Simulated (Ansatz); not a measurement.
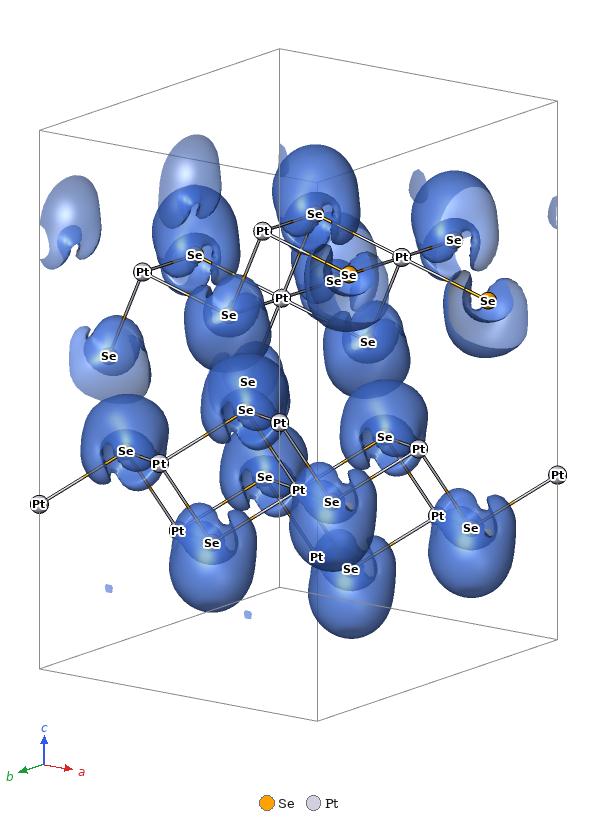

The picture shows: PtSe2 (slab). Isosurface of the electron localisation function at 0.7 (blue), seen at an oblique angle. Only the valence region is drawn (cores and ρ < 0.01 e/Å³ removed). Sticks mark near contacts.

PAW files of the earlier set (soft_1).

Level of theory: DFT PBE+D3(BJ), scalar-relativistic, plane waves, PAW (Ansatz).

In a PAW calculation such maps are meaningful between the atoms, not at the nuclei.

**Where are the electrons localised?**

At this value the surface marks out four regions wrapped around Se (the valence shell of each), counted in one cell of 6 atoms. Counts are for one cell; the picture repeats the cell along the surface. Along the contacts the grid gives the following. Pt–Se (2.52 Å): the ELF is about 0.50 at the midpoint.
